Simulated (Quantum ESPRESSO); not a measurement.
## ZnS (F-43m): modes at Γ and the response to a field

Aim: the zone-centre modes of ZnS (F-43m).

Method: DFT PBE, scalar-relativistic, plane waves, PseudoDojo norm-conserving pseudopotentials, in Quantum ESPRESSO 7.5.

The database entry behind the starting cell differs from later determinations by our own check (about 0.1 % short), so it need not match the best structure at ambient conditions.

**1. Set-up**

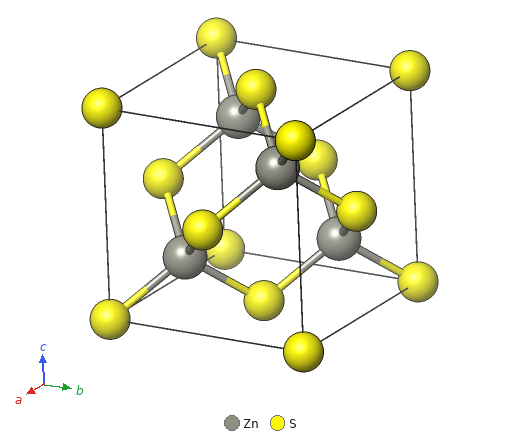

The cell as given, slightly off an axis (zinc grey, sulfur yellow). This picture shows the conventional cell, with its axes. Bonds to atoms that aren't drawn are left out. Some periodic images of atoms are drawn too.

As a file:

```
CELL_PARAMETERS angstrom
-2.70200 0.00000 2.70200
0.00000 2.70200 2.70200
-2.70200 2.70200 0.00000
ATOMIC_POSITIONS crystal
Zn 0.25000 0.25000 0.25000
S 0.00000 0.00000 0.00000
```

**2. A probe with smearing**

A cheap run with smearing and empty bands tells whether the crystal has a gap, which decides between fixed occupations and smearing later on.

Input file probe.in:

```
&control
   calculation = 'scf'
   prefix = 'x'
   outdir = './tmp'
   pseudo_dir = './pseudo'
   tprnfor = .true.
   tstress = .true.
   verbosity = 'high'
/
&system
   ibrav = 2
   celldm(1) = 10.21207998
   nat = 2
   ntyp = 2
   ecutwfc = 92.0
   occupations = 'smearing'
   smearing = 'gaussian'
   degauss = 0.01
/
&electrons
   conv_thr = 1.0d-07
   mixing_beta = 0.7
   electron_maxstep = 100
/
ATOMIC_SPECIES
 Zn     65.3800  Zn.upf
 S      32.0600  S.upf
ATOMIC_POSITIONS crystal
 Zn     0.250000000   0.250000000   0.250000000
 S      0.000000000   0.000000000   0.000000000
K_POINTS automatic
 6 6 6 0 0 0
```

Command:

```
OMP_NUM_THREADS=1 mpirun -n 8 pw.x -nk 8 -in probe.in > probe.out
```

The program printed:

```text
[banners, grids, parts of the stress and lines that vanish by symmetry left out]
Program PWSCF v.7.5
     bravais-lattice index     =            2
     lattice parameter (alat)  =      10.2121  a.u.
[...]
kinetic-energy cutoff     =      92.0000  Ry
     charge density cutoff     =     368.0000  Ry
     scf convergence threshold =      1.0E-07
[...]
Exchange-correlation= PBE
                           (   1   4   3   4   0   0   0)
[...]
24 Sym. Ops. (no inversion) found
[...]
(     0          1          0      )
                  (     0          0          1      )
[...]
(  0.0000000  1.0000000  0.0000000 )
                  (  0.0000000  0.0000000  1.0000000 )
[...]
(     1          0         -1      )
                  (     0          0         -1      )
[...]
(  0.0000000  1.0000000  0.0000000 )
[...]
(    -1          0          1      )
                  (    -1          0          0      )
[...]
(  0.0000000  0.0000000  1.0000000 )
                  (  0.0000000 -1.0000000  0.0000000 )
[...]
number of k points=    16  Gaussian smearing, width (Ry)=  0.0100
[...]
End of self-consistent calculation
[...]
the Fermi energy is     8.6135 ev
!    total energy              =    -440.21064001 Ry
[...]
convergence has been achieved in   6 iterations
[...]
atom    1 type  1   force =     0.00000000   -0.00000000    0.00000000
     atom    2 type  2   force =     0.00000000    0.00000000    0.00000000
[...]
Total force =     0.000000     Total SCF correction =     0.000000
[...]
total   stress  (Ry/bohr**3)                   (kbar)     P=       18.31
[...]
XML data file, charge density, pseudopotentials, collected wavefunctions

   JOB DONE.
```

Elapsed: 2.7 s, on 8 MPI ranks of Arm Neoverse V2, shared host.

Numbers from this step:

- volume per atom: 19.73 Å³
- pressure: 1.831 GPa
- gap on the k-mesh: 2.112 eV

A gap of 2.1 eV opens on this mesh, so the crystal is taken as an insulator; the start stands at 1.8 GPa.

**3. Relaxing the cell and atoms**

The relaxation runs at a cutoff a fifth above that of the response, since stress converges more slowly with the basis than frequencies do. Forces and stress are brought to rest with tight thresholds.

Input file relax.in:

```
&control
   calculation = 'vc-relax'
   prefix = 'x'
   outdir = './tmp'
   pseudo_dir = './pseudo'
   tprnfor = .true.
   tstress = .true.
   forc_conv_thr = 2.0d-05
   etot_conv_thr = 1.0d-07
   nstep = 40
/
&system
   ibrav = 2
   celldm(1) = 10.21207998
   nat = 2
   ntyp = 2
   ecutwfc = 110
   occupations = 'fixed'
   nbnd = 15
/
&electrons
   conv_thr = 1.0d-11
   mixing_beta = 0.7
   electron_maxstep = 100
/
&ions
/
&cell
   press_conv_thr = 0.2
/
ATOMIC_SPECIES
 Zn     65.3800  Zn.upf
 S      32.0600  S.upf
ATOMIC_POSITIONS crystal
 Zn     0.250000000   0.250000000   0.250000000
 S      0.000000000   0.000000000   0.000000000
K_POINTS automatic
 10 10 10 0 0 0
```

Command:

```
OMP_NUM_THREADS=1 mpirun -n 8 pw.x -nk 8 -in relax.in > relax.out
```

The program printed:

```text
[banners, grids, parts of the stress and lines that vanish by symmetry left out]
[banner, memory and clock lines left out]
Program PWSCF v.7.5

[...]
kinetic-energy cutoff     =     110.0000  Ry
     charge density cutoff     =     440.0000  Ry
     scf convergence threshold =      1.0E-11
[...]
energy convergence thresh.=      1.0E-07
     force convergence thresh. =      2.0E-05
     press convergence thresh. =      2.0E-01
     Exchange-correlation= PBE
                           (   1   4   3   4   0   0   0)
[...]
24 Sym. Ops. (no inversion) found
[...]
number of k points=    47
[...]
End of self-consistent calculation
[...]
highest occupied, lowest unoccupied level (ev):     7.3025    9.4155
!    total energy              =    -440.21087915 Ry
[...]
convergence has been achieved in   9 iterations
[...]
atom    1 type  1   force =     0.00000000    0.00000000   -0.00000000
     atom    2 type  2   force =     0.00000000   -0.00000000    0.00000000
     Total force =     0.000000     Total SCF correction =     0.000000
[...]
total   stress  (Ry/bohr**3)                   (kbar)     P=       17.59
[...]
number of bfgs steps    =   0
[...]
CELL_PARAMETERS (alat= 10.21207998)
[...]
ATOMIC_POSITIONS (crystal)
Zn               0.2500000000        0.2500000000        0.2500000000
S                0.0000000000        0.0000000000       -0.0000000000
[...]
New effective cutoffs (rho, wfc):  436.51  109.34
[...]
End of self-consistent calculation
[...]
highest occupied, lowest unoccupied level (ev):     7.1731    9.2474
!    total energy              =    -440.21111084 Ry
[...]
convergence has been achieved in   6 iterations
[...]
atom    1 type  1   force =     0.00000000    0.00000000    0.00000000
     atom    2 type  2   force =    -0.00000000   -0.00000000   -0.00000000
     Total force =     0.000000     Total SCF correction =     0.000000
[...]
total   stress  (Ry/bohr**3)                   (kbar)     P=       10.91
[...]
number of bfgs steps    =   1
[...]
CELL_PARAMETERS (alat= 10.21207998)
[...]
ATOMIC_POSITIONS (crystal)
Zn               0.2500000000        0.2500000000        0.2500000000
S                0.0000000000       -0.0000000000        0.0000000000
[...]
New effective cutoffs (rho, wfc):  433.66  108.63
[...]
End of self-consistent calculation
[...]
highest occupied, lowest unoccupied level (ev):     7.0328    9.0648
!    total energy              =    -440.21124356 Ry
[...]
convergence has been achieved in   7 iterations
[...]
atom    1 type  1   force =     0.00000000   -0.00000000    0.00000000
     atom    2 type  2   force =    -0.00000000    0.00000000   -0.00000000
     Total force =     0.000000     Total SCF correction =     0.000000
[...]
total   stress  (Ry/bohr**3)                   (kbar)     P=        3.87
[...]
number of bfgs steps    =   2
[...]
CELL_PARAMETERS (alat= 10.21207998)
[...]
ATOMIC_POSITIONS (crystal)
[...]
New effective cutoffs (rho, wfc):  432.09  108.23
[...]
End of self-consistent calculation
[...]
highest occupied, lowest unoccupied level (ev):     6.9557    8.9644
!    total energy              =    -440.21126343 Ry
[...]
convergence has been achieved in   7 iterations
[...]
atom    1 type  1   force =    -0.00000000   -0.00000000   -0.00000000
     atom    2 type  2   force =     0.00000000    0.00000000    0.00000000
     Total force =     0.000000     Total SCF correction =     0.000000
[...]
total   stress  (Ry/bohr**3)                   (kbar)     P=        0.10
[...]
number of bfgs steps    =   3
[...]
CELL_PARAMETERS (alat= 10.21207998)
[...]
ATOMIC_POSITIONS (crystal)
[...]
New effective cutoffs (rho, wfc):  432.05  108.22
[...]
End of self-consistent calculation
[...]
highest occupied, lowest unoccupied level (ev):     6.9537    8.9618
!    total energy              =    -440.21126345 Ry
[...]
convergence has been achieved in   6 iterations
[...]
atom    1 type  1   force =    -0.00000000    0.00000000   -0.00000000
     atom    2 type  2   force =     0.00000000   -0.00000000    0.00000000
     Total force =     0.000000     Total SCF correction =     0.000000
[...]
total   stress  (Ry/bohr**3)                   (kbar)     P=        0.00
[...]
bfgs converged in   5 scf cycles and   4 bfgs steps
[...]
End of BFGS Geometry Optimization
     Final enthalpy           =    -440.2112634461 Ry
     File ./tmp/x.bfgs deleted, as requested
[...]
CELL_PARAMETERS (alat= 10.21207998)
[...]
ATOMIC_POSITIONS (crystal)
Zn               0.2500000000        0.2500000000        0.2500000000
S               -0.0000000000       -0.0000000000        0.0000000000
[...]
Final scf calculation at the relaxed structure.
[...]
kinetic-energy cutoff     =     110.0000  Ry
     charge density cutoff     =     440.0000  Ry
     scf convergence threshold =      1.0E-13
[...]
press convergence thresh. =      2.0E-01
     Exchange-correlation= PBE
                           (   1   4   3   4   0   0   0)
[...]
24 Sym. Ops. (no inversion) found
[...]
number of k points=    47
[...]
End of self-consistent calculation
[...]
highest occupied, lowest unoccupied level (ev):     6.9537    8.9618
!    total energy              =    -440.21126487 Ry
[...]
convergence has been achieved in  12 iterations
[...]
atom    1 type  1   force =     0.00000000   -0.00000000   -0.00000000
     atom    2 type  2   force =    -0.00000000    0.00000000    0.00000000
     Total force =     0.000000     Total SCF correction =     0.000000
[...]
total   stress  (Ry/bohr**3)                   (kbar)     P=       -0.00
[...]
XML data file, charge density, pseudopotentials, collected wavefunctions
```

Run time: 45 s. Hardware: 8 MPI ranks.

The steps of the relaxation:

```tsv
step	energy less that of the first step (eV)	largest force (eV/Å)	pressure (GPa)	volume (Å³)
1	0.0000	0.0000	1.76	39.45
2	-0.0032	0.0000	1.09	39.81
3	-0.0050	0.0000	0.39	40.20
4	-0.0052	0.0000	0.01	40.42
5	-0.0052	0.0000	0.00	40.43
6	-0.0052	0.0000	0.00	40.43
```

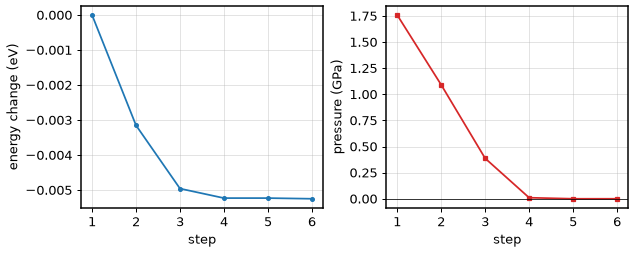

Energy and pressure along the relaxation.

```tsv
conventional cell, symmetrised	before	after	change
a (Å)	5.404	5.448	+0.8 %
b (Å)	5.404	5.448	+0.8 %
c (Å)	5.404	5.448	+0.8 %
volume (Å³/atom)	19.73	20.21	+2.5 %
```

The relaxed structure:

```
CELL_PARAMETERS angstrom
-2.72403 0.00000 2.72403
0.00000 2.72403 2.72403
-2.72403 2.72403 0.00000
ATOMIC_POSITIONS crystal
Zn 0.25000 0.25000 0.25000
S 0.00000 0.00000 0.00000
```

The last row of the table of steps is pw.x's closing run on a basis chosen anew for the final cell, so its energy can jump.

Numbers from this step:

```yaml
volume_per_atom: 20.21 Å³
pressure: 0 GPa
gap_on_the_k_mesh: 2.008 eV
```

The volume changes by +2.5 % from the cell with which this run began.

**4. Ground state**

Perturbation theory inherits every error of the wavefunctions, so the threshold is set near the limit of the arithmetic. With a gap, occupations are fixed, which also allows the response to an electric field.

Input file scf.in:

```
&control
   calculation = 'scf'
   prefix = 'x'
   outdir = './tmp'
   pseudo_dir = './pseudo'
   tprnfor = .true.
   tstress = .true.
/
&system
   ibrav = 2
   celldm(1) = 10.29533274
   nat = 2
   ntyp = 2
   ecutwfc = 92.0
   occupations = 'fixed'
   nbnd = 15
/
&electrons
   conv_thr = 1.0d-12
   mixing_beta = 0.7
   electron_maxstep = 100
/
ATOMIC_SPECIES
 Zn     65.3800  Zn.upf
 S      32.0600  S.upf
ATOMIC_POSITIONS crystal
 Zn     0.250000000   0.250000000   0.250000000
 S      0.000000000   0.000000000   0.000000000
K_POINTS automatic
 12 12 12 0 0 0
```

Command:

```
OMP_NUM_THREADS=1 mpirun -n 8 pw.x -nk 8 -in scf.in > scf.out
```

The program printed:

```text
[banners, grids, parts of the stress and lines that vanish by symmetry left out]
[banner, memory and clock lines left out]
Program PWSCF v.7.5

[...]
kinetic-energy cutoff     =      92.0000  Ry
     charge density cutoff     =     368.0000  Ry
     scf convergence threshold =      1.0E-12
[...]
Exchange-correlation= PBE
                           (   1   4   3   4   0   0   0)
[...]
24 Sym. Ops. (no inversion) found
[...]
number of k points=    72
[...]
End of self-consistent calculation
[...]
highest occupied, lowest unoccupied level (ev):     6.9537    8.9618
!    total energy              =    -440.21125559 Ry
[...]
convergence has been achieved in  11 iterations
[...]
atom    1 type  1   force =     0.00000000    0.00000000   -0.00000000
     atom    2 type  2   force =     0.00000000   -0.00000000    0.00000000
     Total force =     0.000000     Total SCF correction =     0.000000
[...]
total   stress  (Ry/bohr**3)                   (kbar)     P=       -0.02
[...]
XML data file, charge density, pseudopotentials, collected wavefunctions
```

The job ended after 11 s (8 MPI ranks).

This step gave:

| Item | Value |
| --- | --- |
| pressure | -0.002 GPa |

The cell stands at -0.002 GPa, close enough for phonons.

[end of part 1 of 4]

[Host names and launcher messages were left out of these logs when they were recorded.]

[Logs are printed without paths, hosts, clocks, repeated set-up lines and the standing remarks that a program may print on its own settings, such as how far it seeks lower states.]

[Hosts, paths, dates, database ids (printed as entryN), source tags and the programs' standing remarks are cut or masked in the printed files.]
